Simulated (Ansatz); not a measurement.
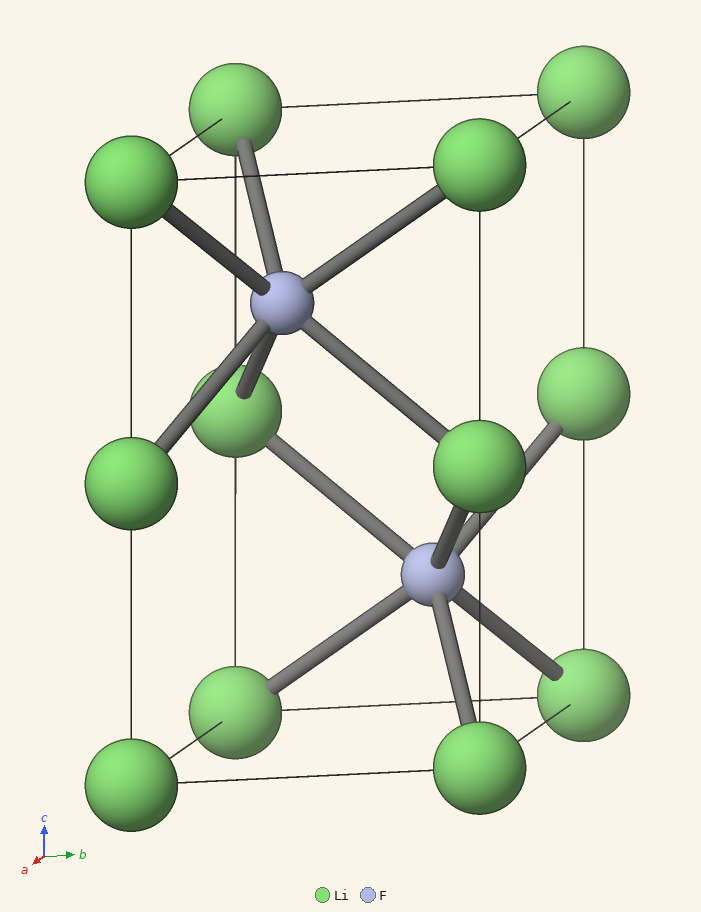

Ball-and-stick drawing of the structure, looking slightly off an axis. The edges of the conventional unit cell are marked.

LiF, space group P6_3/mmc (No. 194), a = 2.79 Å, b = 2.79 Å, c = 4.81 Å, α = 90.00°, β = 90.00°, γ = 120.00°.

All computed values are from Ansatz 0.2.0, DFT, PBEsol, plane waves, PAW. Settings: a 420 eV plane-wave basis, k-points about 0.32 Å⁻¹ apart, Fermi-Dirac smearing of 0.05 eV, no spin polarisation.

### Classify it as metallic or gapped, with the value.

An insulator at this level, with a gap of 8.91 eV, direct.

Starting structure: a structure type filled with these elements by a generator (whether the compound takes this form wasn't checked). It was relaxed with Ansatz 0.2.0, DFT, PBEsol, plane waves, PAW.
